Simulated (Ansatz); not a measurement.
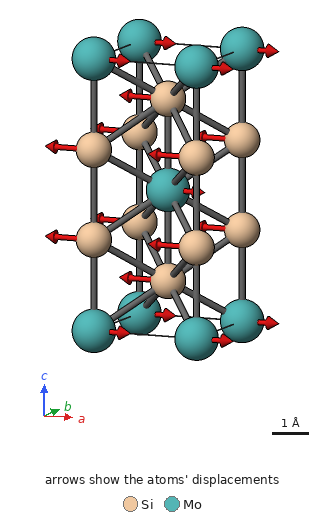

One vibrational mode of solid Si$_{2}$Mo relaxed at 8 GPa at the zone centre. Displacements are drawn as red arrows; their common scale and sign are arbitrary. A ball-and-stick model of the conventional cell (2 times the calculation's cell), seen slightly off an axis. Lengths and directions refer to the drawn axes.

Computed with Ansatz, DFT LDA, scalar-relativistic, plane waves, PAW. Set-up: plane-wave cutoff 420 eV; k-point mesh 18 × 18 × 18; occupations fermi dirac; smearing width 0.15 eV; target pressure 8 GPa; no spin polarisation.

The frequencies depend somewhat on the k-mesh and the smearing.

> What mode is this, and where does it lie in the spectrum?

This is the E_u mode (doubly degenerate; one member of the set is drawn) at 299 cm⁻¹, the lowest optical level, infrared-active by symmetry. The Si sublattice moves against the Mo sublattice, along a; the kinetic energy is shared as Si 63 %, Mo 37 %. The crystal is a metal, so free carriers screen the infrared response.
